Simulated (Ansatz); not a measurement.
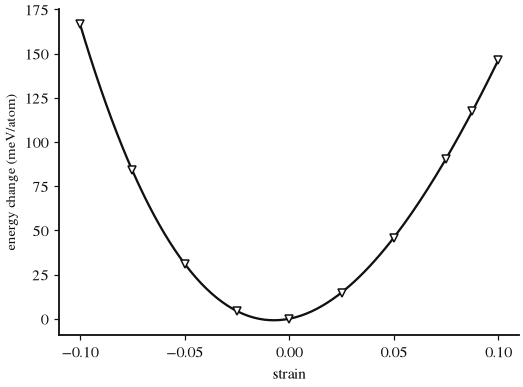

Plotted: energy change against strain for PtS₂, space group P-3m1 (No. 164).

Starting cell:
```
CELL_PARAMETERS angstrom
3.54320 0.00000 0.00000
-1.77160 3.06850 0.00000
0.00000 0.00000 5.03880
ATOMIC_POSITIONS crystal
Pt 0.00000 0.00000 0.00000
S 0.33333 0.66667 0.25000
S 0.66667 0.33333 0.75000
```

Calculation (Ansatz 0.2.0): homogeneous strain of a crystal along one Voigt pattern with engineering shear, fractional coordinates fixed, by plane-wave density functional theory with PAW datasets, free energies less that of the undisturbed cell, pressure positive in compression; scalar-relativistic. Level: PBEsol, no spin polarisation.

wave cutoff 420 eV; k mesh 12×12×8; occupations Gaussian; smearing width 0.05 eV; k shift (0, 0, 0) (mesh steps); start as given; strain pattern (1, 0, 0, 0, 0, 0) (xx yy zz yz xz xy with engineering shear).

From this curve and the settings, what does the calculation give for the tensile stress summed over the strain pattern, pressure and gap on the k mesh at the same points?

The tensile stress summed over the strain pattern rises from −34.8 GPa at strain −0.1000 to 21.3 GPa at 0.1000, and changes sign near −0.007. The pressure falls from 19.3 GPa at strain −0.1000 to −13.4 GPa at 0.1000, and changes sign near −0.017. The gap on the k mesh is zero at strain 0.1000 and open elsewhere, at most 0.492 eV at −0.0250.

```csv
strain,tensile stress summed over the strain pattern (GPa),pressure (GPa),gap on the k mesh (eV)
-0.1000,-34.8,19.3,0.172
-0.0750,-23.5,12.3,0.288
-0.0500,-13.7,6.3,0.402
-0.0250,-5.3,1.4,0.492
0.0000,2.0,-2.8,0.485
0.0250,8.2,-6.3,0.364
0.0500,13.4,-9.2,0.251
0.0750,17.8,-11.5,0.146
0.0875,19.6,-12.6,0.068
0.1000,21.3,-13.4,0.000
```

Note: gap closes along the scan on a mesh chosen for the insulator; reference crystal is not relaxed.
